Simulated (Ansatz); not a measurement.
## Run report: MoS2, single-point calculation (part 1 of 2)

The run: single-point calculation of MoS2 (Fm-3m, 3 atoms in the cell). Method and program: DFT PBE+U+J, scalar-relativistic, plane waves, PAW, U = 6 eV, J = 0.7 eV on Mo atom 1 d, spin-polarised (Ansatz 0.2.0).

The structure was built on a prototype by a generator; it need not be a known phase. It belongs to a series of runs on one base structure; here: random orbitals: random, high filling. Figures and captions count atoms from 1; the log counts them from 0 in places.

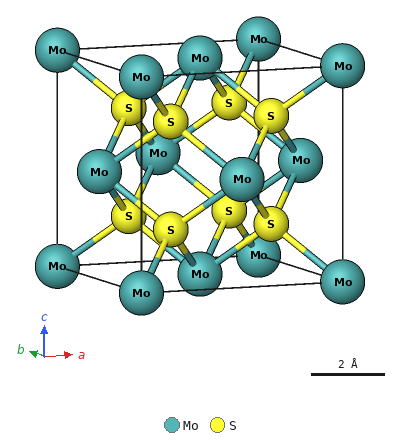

Fig. 1: The structure (ball-and-stick view of the cell 4 times as large as that of the calculation, set on its symmetry axes, seen slightly off an axis). Near neighbours in the crystal (not all of them lie inside the picture): Mo has 8 S at 2.59 Å; S has 4 Mo at 2.59 Å.

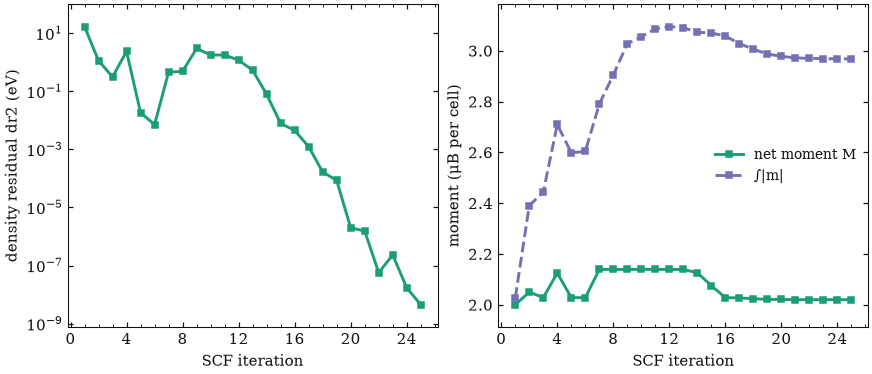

Fig. 2: Convergence of the self-consistent field: density residual dr2 and magnetic moment against the SCF iteration. The residual falls unevenly and jumps up by a factor of two or more 4 times on the way down. The net moment starts and ends at 2.0 μB per cell.

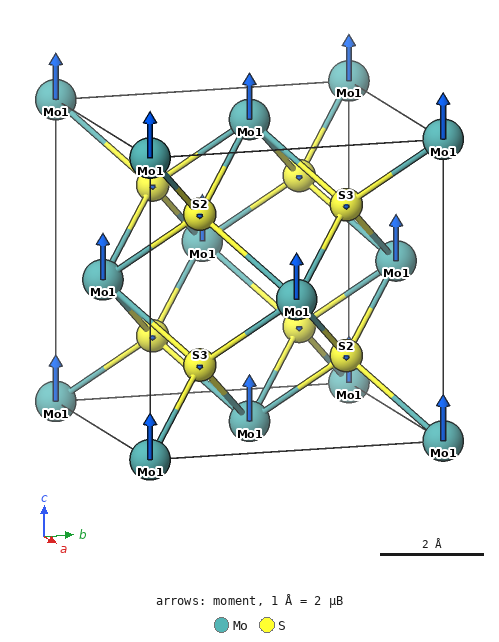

Fig. 3: Magnetic moments of the sites as blue arrows (ball-and-stick view of the cell 4 times as large as that of the calculation, set on its symmetry axes, seen slightly off an axis; atoms are numbered from 1 in the order of the input); small moments hardly show. The run is collinear, so the axis drawn is arbitrary. Site moments: Mo1 (1.89 μB); S2, S3 (−0.21 μB). They are counted near the atoms and needn't add up to the moment of the cell.

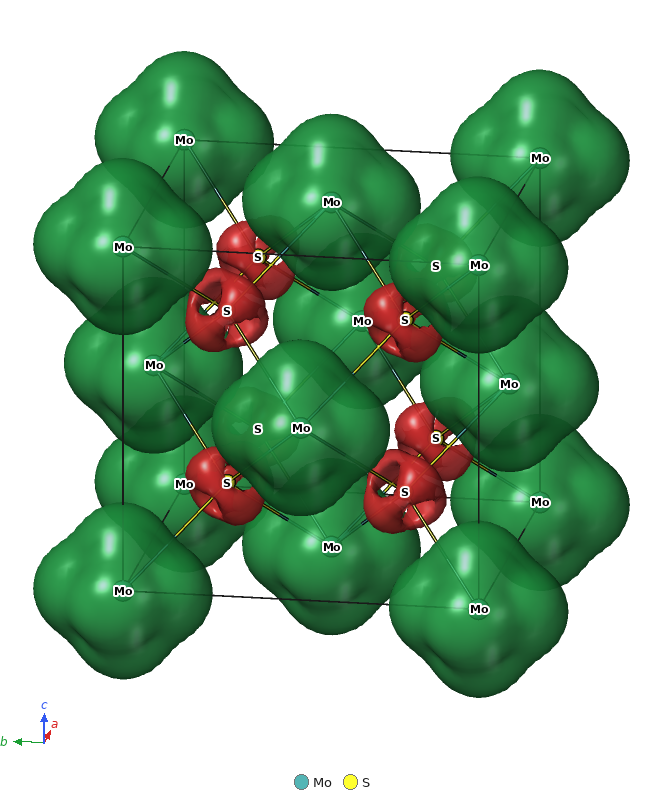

Fig. 4: Isosurfaces of the spin density at +0.06 (green) and −0.06 e/Å³ (red), seen at an oblique angle. Sticks mark near contacts. The outline is the cell set on symmetry axes. The cell of the calculation (3 atoms) carries 2.0 μB net. The fields are those of the smooth PAW valence density.

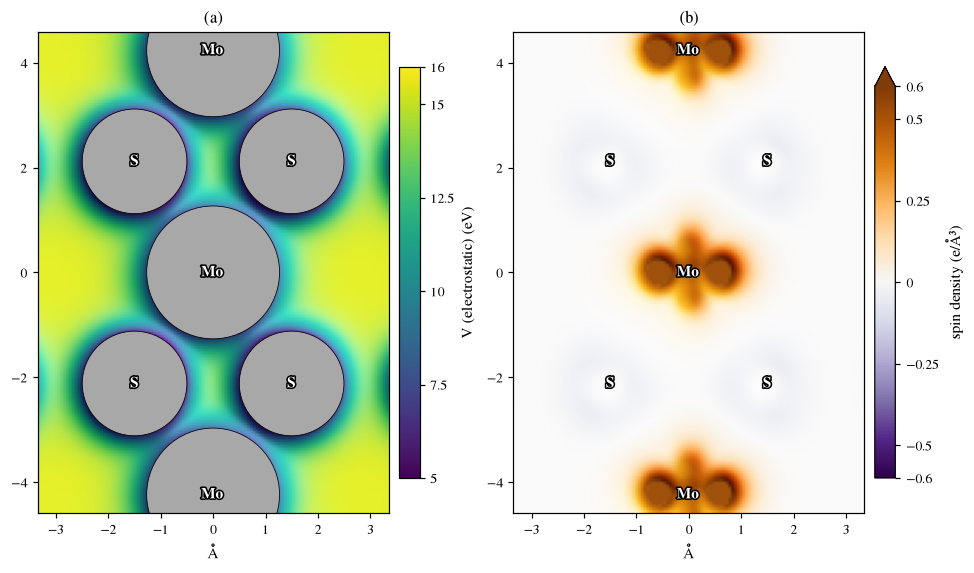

Fig. 5: (a) electrostatic potential energy of an electron; (b) magnetisation density (up minus down) on the (101) plane of the conventional cell. Grey discs, where drawn, cover atomic cores. Atoms in the plane: Mo and S. The cell of the calculation (3 atoms) carries 2.0 μB net. Outside the cores the potential energy rises away from the atoms and is highest about 2.6 Å from the nearest atoms; outside the discs it spans about 9 eV, and its zero is arbitrary.

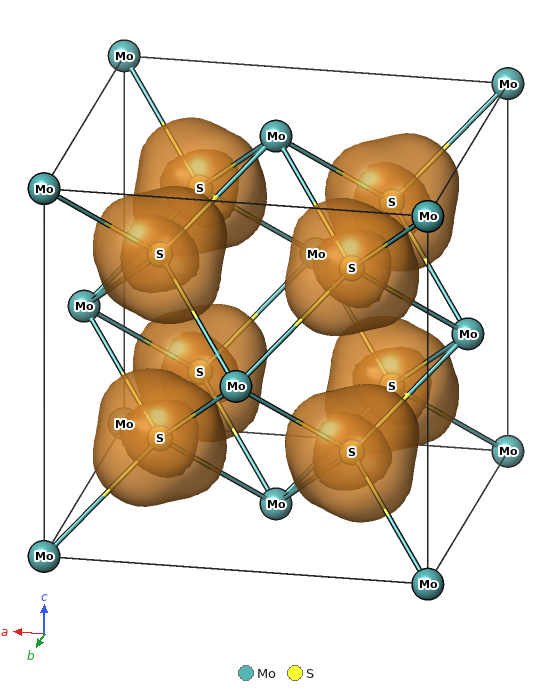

Fig. 6: Isosurface of the ELF at 0.75 (orange), seen at an oblique angle. Only the valence region is drawn (cores and ρ < 0.01 e/Å³ removed). Sticks mark near contacts. The outline is the cell set on symmetry axes. Profiles from the grid: Mo–S (2.59 Å): the ELF is about 0.45 at the midpoint.

These pictures come from the run below.

**Input**
```yaml
crystal:
  lattice:
    - [0.0, 2.99595142, 2.99595142]
    - [2.99595142, 0.0, 2.99595142]
    - [2.99595142, 2.99595142, 0.0]
  atoms:
    - { symbol: Mo, position: [0.0, 0.0, 0.0], spin: 2.0 }
    - { symbol: S, position: [0.25, 0.25, 0.25] }
    - { symbol: S, position: [0.75, 0.75, 0.75] }
basis:
  ecutwfc: 420
  ecutrho_ratio: 4
kpoints:
  mp_grid: { grid: [6, 6, 6] }
hamiltonian:
  xc: pbe
  hubbard:
    sites:
      - { site: 0, l: d, u: 6.0, j: 0.7, starting_ns: [{ spin: up, occupation_matrix: s0up }, { spin: down, occupation_matrix: s0down }] }
    occupation_matrices:
      s0up:
        matrix:
          - [0.48002, 0.32967, 0.16693, -0.25869, 0.14809]
          - [0.32967, 0.29731, 0.26082, -0.09893, 0.00661]
          - [0.16693, 0.26082, 0.56619, 0.20348, -0.28854]
          - [-0.25869, -0.09893, 0.20348, 0.34755, -0.29287]
          - [0.14809, 0.00661, -0.28854, -0.29287, 0.30893]
      s0down:
        matrix:
          - [0.02, 0.0, 0.0, 0.0, 0.0]
          - [0.0, 0.02, 0.0, 0.0, 0.0]
          - [0.0, 0.0, 0.02, 0.0, 0.0]
          - [0.0, 0.0, 0.0, 0.02, 0.0]
          - [0.0, 0.0, 0.0, 0.0, 0.02]
    ns_hold: { iters: 5 }
scf:
  occupations: { method: gaussian, width: 0.05 }
  lower_state_search: "off"
  max_iter: 150
output:
  forces: true
  stress: true
  eigenvalues: true
  populations: true
  hubbard: { sites: [{ site: 0, l: d }] }
  write_density: true
  write_potential: true
  elf: true
  volumetric_format: npy
magnetization:
  spin_polarized: true
```

Launch command:
```bash
ansatz run input.yaml --threads 2 --pin off --max-ram 3072MiB --backend cpu --events-out ev --progress --plain --runs-dir out
```

**Log**
```
Warning: crystal.symmetry: narrowed to the stabiliser of the occupation matrices — unitary ops 48 → 2; lowered by the specified shell (site 0, l: d); largest admitted image defect 2.2e-16, smallest excluded 3.3e-1 — at a splitting's scale: the group the occupation matrices' own texture admits
Mo: projections on atomic orbitals take those of the free atom [Ar 3d10] 4s2 4p6 4d5 5s1, of charge +0.00 (hamiltonian.pseudopotentials.projection_atoms); the dataset's partial waves leave at most 6.0e-6 of an orbital's norm unspanned inside its sphere
S: projections on atomic orbitals take those of the free atom [Ne] 3s2 3p4, of charge +0.00 (hamiltonian.pseudopotentials.projection_atoms); the dataset's partial waves leave at most 1.6e-7 of an orbital's norm unspanned inside its sphere
Engine: ansatz 0.2.0, aarch64-unknown-linux-gnu
Pseudopotentials: kind: paw
Pseudopotential: Mo, paw, valence charge 14, recommended cutoff 420 eV (normal), Mo.paw.azcp
Pseudopotential: S, paw, valence charge 6, recommended cutoff 420 eV (normal), S.paw.azcp
Functional definition: PBE
  parameter kappa = 0.804
  parameter beta = 0.06672455060314922
  exchange = pbe_x(kappa = kappa, mu = beta*pi^2/3)
  correlation = pbe_c(beta = beta)
Crystal: 3 atoms, lattice volume = 53.782 Å³
Basis set: ecut = 420 eV, 1067 PW (Γ), exchange–correlation on 60×60×60 points (8 copies of the dense FFT grid, shifted against one another)
Bands: 18, of which v1, the nominal top of the filled ones, is band 13 counted from 1 (12 counted from 0)
Symmetry: 2 space group operations
k-points: 112 of 216
Non-local potential: Mo, projectors of the file, l = 0: 3, l = 1: 2, l = 2: 2, l = 3: 1
Non-local potential: S, projectors of the file, l = 0: 2, l = 1: 2, l = 2: 2
PAW form: soft (Blöchl's): semilocal exchange-correlation on the pseudo side does not see the compensation charge
PAW one-centre angular grid: Mo, 590 points (default); XC on 64 Gauss nodes
PAW one-centre angular grid: S, 110 points (default); XC on 64 Gauss nodes
Initial density: superposition of atomic densities (chi_scale 0.1, normalization cell)
Starting moments: Σ|m| = 2 μB on 1 of 3 sites
Initial wavefunctions: pseudopotential atomic-orbital guess
Functional: x = pbe(κ = 0.804, μ = 0.2195149727645171), c = pbe(β = 0.06672455060314922)
```
